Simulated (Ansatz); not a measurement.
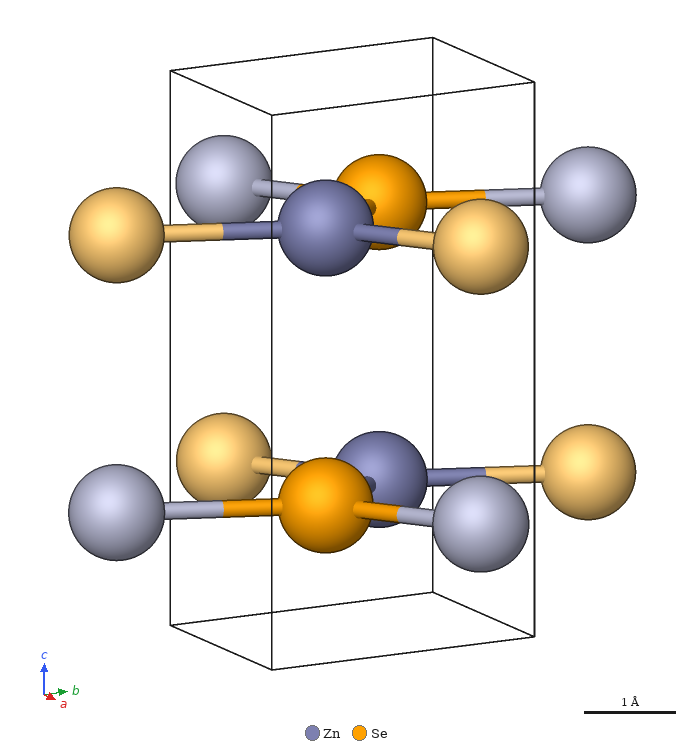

We look at a ball-and-stick model of the crystal slightly off an axis. The parallelepiped is the conventional unit cell. Atoms just outside the outline that bond to atoms inside are added, in fainter colours.

ZnSe, space group P6_3/mmc (No. 194), a = 4.151 Å, b = 4.151 Å, c = 6.175 Å, α = 90.00°, β = 90.00°, γ = 120.00°. The structure was taken from a structure type filled with these elements by a generator (whether the compound takes this form wasn't checked). Earlier steps of the study may have refined or changed the cell and positions. It went into a calculation with Ansatz.

This one geometry was computed with Ansatz (DFT, plane waves, PAW) at six levels of theory: r2SCAN, PBE with spin-orbit coupling, LDA, HSE06, PBE and PBE0. It was relaxed beforehand with r2SCAN.

Which level gives the highest pressure at this volume, and what does that say about its equilibrium volume?

Answer. Highest: PBE with spin-orbit coupling (2.0 GPa) and PBE (2.0 GPa), which points to the largest equilibrium volume. Lowest, with the smallest volume: LDA (-3.3 GPa). Levels within 0.5 GPa of each other can't be told apart.

How does the band gap change with the level of theory?

Answer. LDA: a gap of 0.12 eV, direct; PBE with spin-orbit coupling: a gap of 0.30 eV, direct; PBE: a gap of 0.34 eV, direct; r2SCAN: a gap of 0.84 eV, direct; HSE06: a gap of 1.38 eV, direct; PBE0: a gap of 2.03 eV, direct.

Collect the results in a table.

Answer.
| level | cutoff (eV) | k-mesh of the run's cell | gap (eV) | pressure (GPa) |
| --- | --- | --- | --- | --- |
| r2SCAN | 500 | 12×12×4 | 0.84 | 0.0 |
| PBE with spin-orbit coupling | 420 | 12×12×4 | 0.30 | 2.0 |
| LDA | 420 | 12×12×4 | 0.12 | -3.3 |
| HSE06 | 420 | 6×6×4 | 1.38 | 1.1 |
| PBE | 420 | 12×12×4 | 0.34 | 2.0 |
| PBE0 | 420 | 6×6×4 | 2.03 | 0.9 |

Gaps are taken on the k-mesh or band path of each run.
